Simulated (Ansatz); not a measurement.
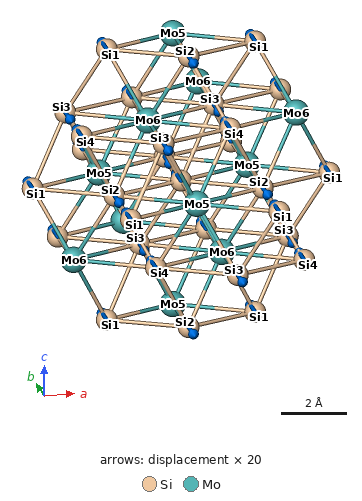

A relaxation of a crystal of Si$_{2}$Mo (built on the Al2Ru-70 type type). The starting structure is drawn; blue arrows show the displacements (the part carried along by the change of the cell is left out), 20 times their true length.

A ball-and-stick model of the atoms within 5.0 Å of the atom that moves most (axes of the conventional cell (4 times the calculation's cell)), seen from a free direction. Lengths and directions refer to the drawn axes.

Method: DFT, PBEsol, plane waves, PAW (Ansatz).

Input file:
```yaml
crystal:
  lattice:
    - [0.0, 3.94807909, 4.34556253]
    - [2.32785324, 0.0, 4.34556253]
    - [2.32785324, 3.94807909, 0.0]
  atoms:
    - { symbol: Si, position: [0.07906103, 0.42093897, 0.07906103] }
    - { symbol: Si, position: [0.42093897, 0.07906103, 0.42093897] }
    - { symbol: Si, position: [0.17093897, 0.82906103, 0.17093897] }
    - { symbol: Si, position: [0.82906103, 0.17093897, 0.82906103] }
    - { symbol: Mo, position: [0.75, 0.75, 0.75] }
    - { symbol: Mo, position: [0.5, 0.5, 0.5] }
kpoints:
  mp_grid: { grid: [6, 6, 6] }
hamiltonian:
  xc: pbesol
scf:
  occupations: { method: fermi_dirac, width: 0.03 }
relax:
  f_tol: 0.01
  cell: {}
  max_steps: 120
output:
  write_density: true
  write_potential: true
  elf: true
  volumetric_format: npy
```

Launched with:
```bash
ansatz run input.yaml --threads 2 --pin off --max-ram 2211MiB --backend cpu --events-out ev --progress --plain --runs-dir out
```

### Which element moves most?

Silicon: up to 0.054 Å, against 0.000 Å for molybdenum.

### Describe the change and its energy.

The largest moves relative to the cell, 0.054 Å, are those of Si1, Si2, Si3 and Si4. Si1 goes along +b. Mo stays in place. The drawn cell changes as follows: a 4.656 → 4.571 Å (−1.8 %), b 7.896 → 7.960 Å (+0.8 %), c 8.691 → 8.726 Å (+0.4 %); the volume changes by −0.6 %. Among the contacts that change: Si1–Si2 2.700 → 2.613 Å, Si1–Mo5 2.598 → 2.673 Å, Si1–Mo5 (another image) 2.691 → 2.633 Å, Si1–Si3 2.569 → 2.540 Å. The space group stays Fddd (No. 70). Over 6 accepted moves (7 points after the start) the energy falls by 94.3 meV per cell of the calculation. The largest force component goes from 0.56 to 0.00012 eV/Å. Pressure: −1.16 GPa at the start and 0.00 GPa at the end. The SCF was repeated once at an unchanged geometry on a basis and grid sized afresh for the cell, which shifted the energy by 0.1 meV per cell of the calculation at most.
